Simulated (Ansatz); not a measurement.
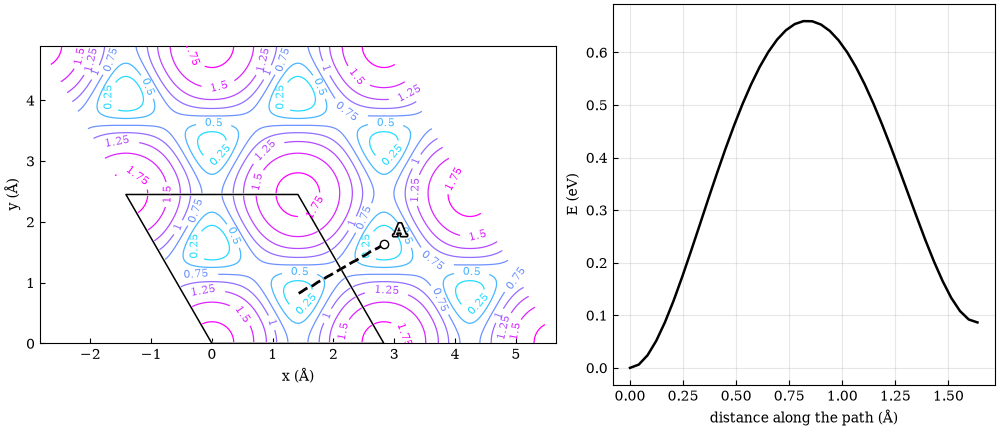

B on a Ti(111) slab cut from the Fm-3m phase, its upper half relaxed before the scan (12 atoms of substrate and one adsorbate in a 2 × 2 cell). B is moved over the surface cell; relaxed at each place: the height of the adsorbate's atoms; substrate rigid; the origin of the map has the adsorbate above Ti9. Places are given modulo a cell vector. The map is drawn in real space over the plane of the surface. The grid has 6 × 6 points; 10 points were computed and 26 follow by symmetry. Places are given in fractions of the 1 × 1 surface cell. Energies are in eV, from the lowest grid point. Theory: Ansatz 0.2.0, DFT LDA, scalar-relativistic, plane waves, PAW. Settings: cutoff 420 eV, k-mesh 6×6×1, gaussian smearing 0.1 eV, no spin polarisation.

Drawn: contour lines labelled in eV (none above 1.75), a line along the lowest path, the outline of one cell of the 2 × 2 shown, the energy along the path at the right, the start A. Between grid points the surface is interpolated.

**Describe the path and its barrier.**

The easiest path leads from the well at a threefold hollow over a second-layer Ti atom, (2/6, 4/6) of the cell vectors to the well at a threefold hollow over a third-layer Ti atom, (4/6, 2/6) of the cell vectors, about 0.086 eV higher. Its highest point lies about 0.66 eV above the bottom of the first well on the interpolated surface, at a bridge site between two Ti atoms, (0/6, 3/6) of the cell vectors. Seen from the upper well the barrier is about 0.57 eV. This is the barrier on the constrained surface; relaxing the other coordinates would change it.

PAW datasets: the set soft_1.
